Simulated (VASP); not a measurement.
# TiC: band-structure run (part 2 of 2)

Continued. System: TiC (Fm-3m, 2 atoms in the cell). Method: Kohn-Sham DFT of a periodic cell, PBEsol, VASP PAW PBE potentials, recommended, no spin polarisation (VASP 6.6.1); cutoff 520 eV, 14×14×14 k-mesh, methfessel-paxton of 0.1 eV. The structure derives from an entry of the Crystallography Open Database.

Geometry of the input (Å; fractional positions):
```
0.0000  2.1471  2.1471
2.1471  0.0000  2.1471
2.1471  2.1471  0.0000
Ti 0.0000  0.0000  0.0000
C  0.5000  0.5000  0.5000
```

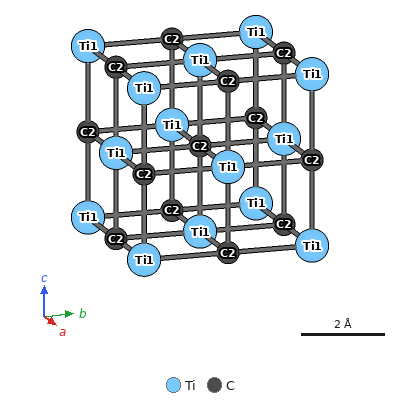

Fig. 1: The structure as given in the input (ball-and-stick view of the cell 4 times as large as that of the calculation, set on its symmetry axes, seen slightly off an axis; atoms are numbered from 1 in the order of the input).

**Parts of OUTCAR**
```
SYSTEM = TiC
   PREC = Accurate
   ENCUT = 520
   EDIFF = 1E-7
   ISMEAR = 1
   LREAL = .False.
   LASPH = .True.
   NELM = 80
   ISIF = 2
   GGA = PS

 ion  position               nearest neighbor table
   1  0.000  0.000  0.000-   2 2.15   2 2.15   2 2.15   2 2.15   2 2.15   2 2.15
   2  0.500  0.500  0.500-   1 2.15   1 2.15   1 2.15   1 2.15   1 2.15   1 2.15

  LATTYP: Found a face centered cubic cell.
 ALAT       =     4.2942115446

  Lattice vectors:

 A1 = (   0.0000000000,   2.1471057723,   2.1471057723)
 A2 = (   2.1471057723,   0.0000000000,   2.1471057723)
 A3 = (   2.1471057723,   2.1471057723,   0.0000000000)

Analysis of symmetry for initial positions (statically):
=====================================================================
 Subroutine PRICEL returns:
 Original cell was already a primitive cell.

 Routine SETGRP: Setting up the symmetry group for a
 face centered cubic supercell.

 Subroutine GETGRP returns: Found 48 space group operations
 (whereof 48 operations were pure point group operations)
 out of a pool of 48 trial point group operations.

The static configuration has the point symmetry O_h .

Analysis of symmetry for dynamics (positions and initial velocities):
=====================================================================
 Subroutine PRICEL returns:
 Original cell was already a primitive cell.

 Routine SETGRP: Setting up the symmetry group for a
 face centered cubic supercell.

 Subroutine GETGRP returns: Found 48 space group operations
 (whereof 48 operations were pure point group operations)
 out of a pool of 48 trial point group operations.

The dynamic configuration has the point symmetry O_h .

 Subroutine INISYM returns: Found 48 space group operations
 (whereof 48 operations are pure point group operations),
 and found     1 'primitive' translations

----------------------------------------------------------------------------------------

                                     Primitive cell

  volume of cell :      19.7966

  direct lattice vectors                    reciprocal lattice vectors
     0.000000000  2.147105772  2.147105772    -0.232871620  0.232871620  0.232871620
     2.147105772  0.000000000  2.147105772     0.232871620 -0.232871620  0.232871620
     2.147105772  2.147105772  0.000000000     0.232871620  0.232871620 -0.232871620

  length of vectors
     3.036466103  3.036466103  3.036466103     0.403345478  0.403345478  0.403345478

  position of ions in fractional coordinates (direct lattice)
     0.000000000  0.000000000  0.000000000
     0.500000000  0.500000000  0.500000000

  ion indices of the primitive-cell ions
   primitive index   ion index
                 1           1
                 2           2

----------------------------------------------------------------------------------------

 KPOINTS: Automatic mesh

Automatic generation of k-mesh.
 Grid dimensions read from file:
 generate k-points for:   14   14   14

 Generating k-lattice:

  Cartesian coordinates                     Fractional coordinates (reciprocal lattice)
    -0.016633687  0.016633687  0.016633687     0.071428571  0.000000000  0.000000000
     0.016633687 -0.016633687  0.016633687     0.000000000  0.071428571  0.000000000
     0.016633687  0.016633687 -0.016633687     0.000000000  0.000000000  0.071428571

  Length of vectors
     0.028810391  0.028810391  0.028810391

  Shift w.r.t. Gamma in fractional coordinates (k-lattice)
     0.000000000  0.000000000  0.000000000

 Subroutine IBZKPT returns following result:
 ===========================================

 Found    104 irreducible k-points:

 Following reciprocal coordinates:
            Coordinates               Weight
  0.000000  0.000000  0.000000      1.000000
  0.071429  0.000000  0.000000      8.000000
  0.142857  0.000000  0.000000      8.000000
  0.214286  0.000000  0.000000      8.000000
  0.285714  0.000000  0.000000      8.000000
  0.357143  0.000000  0.000000      8.000000
  0.428571  0.000000  0.000000      8.000000
  0.500000  0.000000  0.000000      4.000000
  0.071429  0.071429  0.000000      6.000000
  0.142857  0.071429  0.000000     24.000000
  0.214286  0.071429  0.000000     24.000000
  0.285714  0.071429  0.000000     24.000000
  0.357143  0.071429  0.000000     24.000000
  0.428571  0.071429  0.000000     24.000000
  0.500000  0.071429  0.000000     24.000000
 -0.428571  0.071429  0.000000     24.000000
 -0.357143  0.071429  0.000000     24.000000
 -0.285714  0.071429  0.000000     24.000000
 -0.214286  0.071429  0.000000     24.000000
 -0.142857  0.071429  0.000000     24.000000
 -0.071429  0.071429  0.000000     12.000000
  0.142857  0.142857  0.000000      6.000000
  0.214286  0.142857  0.000000     24.000000
  0.285714  0.142857  0.000000     24.000000
 [... further k-points ...]
   k-points           NKPTS =    104   k-points in BZ     NKDIM =    104   number of bands    NBANDS=     15
   number of dos      NEDOS =    301   number of ions     NIONS =      2
   total plane-waves  NPLWV =  13824
   dimension x,y,z NGX =    24 NGY =   24 NGZ =   24
   dimension x,y,z NGXF=    48 NGYF=   48 NGZF=   48
   ions per type =               1   1
   NGX,Y,Z   is equivalent  to a cutoff of  13.14, 13.14, 13.14 a.u.
   NGXF,Y,Z  is equivalent  to a cutoff of  26.28, 26.28, 26.28 a.u.
 SYSTEM =  TiC
   PREC   = accura    normal or accurate (medium, high low for compatibility)
   ISTART =      0    job   : 0-new  1-cont  2-samecut
   ICHARG =      2    charge: 1-file 2-atom 10-const
   ISPIN  =      1    spin polarized calculation?
   LNONCOLLINEAR =      F non collinear calculations
   LSORBIT =      F    spin-orbit coupling
   LASPH  =      T    aspherical Exc in radial PAW
   ENCUT  =  520.0 eV  38.22 Ry    6.18 a.u.   5.65  5.65  5.65*2*pi/ulx,y,z
   NELM   =     80;   NELMIN=  2; NELMDL= -5     # of ELM steps
   EDIFF  = 0.1E-06   stopping-criterion for ELM
   LREAL  =      F    real-space projection
   EDIFFG = 0.1E-05   stopping-criterion for IOM
   NSW    =      0    number of steps for IOM
   IBRION =     -1    ionic relax: 0-MD 1-quasi-New 2-CG
   NFREE  =      0    steps in history (QN), initial steepest desc. (CG)
   ISIF   =      2    stress and relaxation
   ISYM   =      2    0-nonsym 1-usesym 2-fastsym
   POTIM  = 0.5000    time-step for ionic-motion
   TEBEG  =    0.0;   TEEND  =   0.0 temperature during run
   PSTRESS=    0.0 pullay stress
   NELECT =      16.0000    total number of electrons
   NUPDOWN=      -1.0000    fix difference up-down
   EMIN   =  10.00;   EMAX   =-10.00  energy-range for DOS
   EFERMI =   0.00;   METHOD = LEGACY
   ISMEAR =     1;   SIGMA  =   0.10  broadening in eV -4-tet -1-fermi 0-gaus
   EFERMI_NEDOS =   21; number of points for ismear=-14 and -15
   IALGO  =     68    algorithm
   IMIX   =      4    mixing-type and parameters
     AMIX     =   0.40;   BMIX     =  1.00
     AMIX_MAG =   1.60;   BMIX_MAG =  1.00
  volume/ion in A,a.u.               =       9.90        66.80
  Fermi-wavevector in a.u.,A,eV,Ry     =   1.524935  2.881710 31.639360  2.325427
  Thomas-Fermi vector in A             =   2.633174
   LORBIT       =      0    0 simple, 1 ext, 2 COOP (PROOUT), +10 PAW based schemes
   GGA     = PS    functional components
   LHFCALC =     F    Hartree Fock is set to
   AEXX    =    0.0000 exact exchange contribution
   IVDW    =     0    specifies the selected vdW correction
   LEPSILON=     F    determine dielectric tensor
   LRPA    =     F    only Hartree local field effects (RPA)
 non-spin polarized calculation
 RMM-DIIS sequential band-by-band and
 Methfessel and Paxton  Order N= 1 SIGMA  =   0.10
  energy-cutoff  :      520.00
  volume of cell :       19.80
 maximum number of plane-waves:       545
   NGX = 11   NGY = 11   NGZ = 11

 number of electron      16.0000003 magnetization

 Free energy of the ion-electron system (eV)
  ---------------------------------------------------
  ext. energy  EPLUGINS =         0.00000000
  ---------------------------------------------------
  free energy    TOTEN  =       -19.80183372 eV

  energy without entropy =      -19.80188066  energy(sigma->0) =      -19.80184936

 the core state eigenenergies are
   1-  1s  -4852.7795  2s   -521.5333  2p   -428.8108
   2-  1s   -255.1918

 E-fermi :   9.6085     XC(G=0): -12.9947     alpha+bet :-19.2526

 val. band max:        9.6084830277   @ k =   0.5000   0.5000   0.0000
 cond. band min:       9.6647361992   @ k =   0.4286   0.3571   0.0000
 fundamental gap:      0.0562531715
 Fermi energy:         9.6085064445

 k-point     1 :       0.0000    0.0000    0.0000
  band No.  band energies     occupation
      1     -46.6466      2.00000
      2     -22.7590      2.00000
      3     -22.7590      2.00000
      4     -22.7590      2.00000
      5      -2.8789      2.00000
      6      10.2803     -0.00000
      7      10.2803     -0.00000
      8      10.2803     -0.00000
      9      11.3473     -0.00000
     10      11.3473     -0.00000
     11      11.3473     -0.00000
     12      11.3895     -0.00000
     13      11.3895     -0.00000
     14      20.4710      0.00000
     15      23.6376      0.00000

 k-point     2 :       0.0714    0.0000    0.0000
  band No.  band energies     occupation
      1     -46.6425      2.00000
      2     -22.7878      2.00000
      3     -22.7617      2.00000
      4     -22.7617      2.00000
      5      -2.7587      2.00000
      6       9.7236     -0.06907
      7       9.9966     -0.00000
      8       9.9966     -0.00000
      9      10.6343     -0.00000
     10      10.6343     -0.00000
     11      11.6378      0.00000
     12      12.5626      0.00000
     13      12.5626      0.00000
     14      20.6748      0.00000
     15      23.7070      0.00000

 k-point     3 :       0.1429    0.0000    0.0000
  band No.  band energies     occupation
      1     -46.6309      2.00000
      2     -22.8678      2.00000
      3     -22.7691      2.00000
      4     -22.7691      2.00000
      5      -2.4082      2.00000
      6       8.6571      2.00000
      7       9.0823      2.00000
      8       9.0823      2.00000
      9      10.7963     -0.00000
     10      10.7963     -0.00000
     11      12.0136      0.00000
     12      13.8231      0.00000
     13      13.8231      0.00000
     14      21.1182      0.00000
     15      23.7786      0.00000

 k-point     4 :       0.2143    0.0000    0.0000
  band No.  band energies     occupation
      1     -46.6140      2.00000
      2     -22.9817      2.00000
      3     -22.7798      2.00000
      4     -22.7798      2.00000
      5      -1.8563      2.00000
      6       7.4365      2.00000
      7       8.2318      2.00000
      8       8.2318      2.00000
      9      11.1796     -0.00000
     10      11.1796     -0.00000
     11      12.3497      0.00000
     12      15.0670      0.00000
     13      15.0670      0.00000
     14      21.2254      0.00000
     15      23.9394      0.00000

 k-point     5 :       0.2857    0.0000    0.0000
  band No.  band energies     occupation
      1     -46.5953      2.00000
      2     -23.1059      2.00000
      3     -22.7917      2.00000
      4     -22.7917      2.00000
      5      -1.1488      2.00000
      6       6.1953      2.00000
      7       7.5430      2.00000
      8       7.5430      2.00000
      9      11.6555      0.00000
     10      11.6555      0.00000
     11      12.7239      0.00000
     12      16.2142      0.00000
     13      16.2142      0.00000
     14      20.4807      0.00000
     15      24.6524      0.00000

 [... the levels of 11 k-points are left out ...]

 k-point    17 :      -0.3571    0.0714    0.0000

------------------------ aborting loop because EDIFF is reached ----------------------------------------

  FORCE on cell =-STRESS in cart. coord.  units (eV):
  Direction    XX          YY          ZZ          XY          YZ          ZX
  --------------------------------------------------------------------------------------
  -------------------------------------------------------------------------------------
  Total        0.0102322      0.0102322      0.0102322     -0.0000000      0.0000000     -0.0000000
  in kB        0.8281163      0.8281163      0.8281163     -0.0000000      0.0000000     -0.0000000
  external PRESSURE =       0.8281163 kB  Pullay stress =       0.0000000 kB

 VOLUME and BASIS-vectors are now :
 -----------------------------------------------------------------------------
  energy-cutoff  :      520.00
  volume of cell :       19.80
      direct lattice vectors                 reciprocal lattice vectors
     0.000000000  2.147105772  2.147105772    -0.232871620  0.232871620  0.232871620
     2.147105772  0.000000000  2.147105772     0.232871620 -0.232871620  0.232871620
     2.147105772  2.147105772  0.000000000     0.232871620  0.232871620 -0.232871620

 POSITION                                       TOTAL-FORCE (eV/Angst)
 -----------------------------------------------------------------------------------
      0.00000      0.00000      0.00000        -0.000000     -0.000000     -0.000000
      2.14711      2.14711      2.14711         0.000000      0.000000      0.000000
 -----------------------------------------------------------------------------------
    total drift:                                0.000000     -0.000000     -0.000000

  FREE ENERGIE OF THE ION-ELECTRON SYSTEM (eV)
  ---------------------------------------------------
  free  energy   TOTEN  =       -19.8018337156 eV

  energy  without entropy=      -19.8018806630  energy(sigma->0) =      -19.80184936
```

**CONTCAR**
```
TiC
   1.00000000000000
     0.0000000000000000    2.1471057723000002    2.1471057723000002
     2.1471057723000002    0.0000000000000000    2.1471057723000002
     2.1471057723000002    2.1471057723000002    0.0000000000000000
  Ti              C
     1     1
Direct
     0.0000000000000000    0.0000000000000000    0.0000000000000000
     0.5000000000000000    0.5000000000000000    0.5000000000000000

  0.00000000E+00  0.00000000E+00  0.00000000E+00
  0.00000000E+00  0.00000000E+00  0.00000000E+00
```
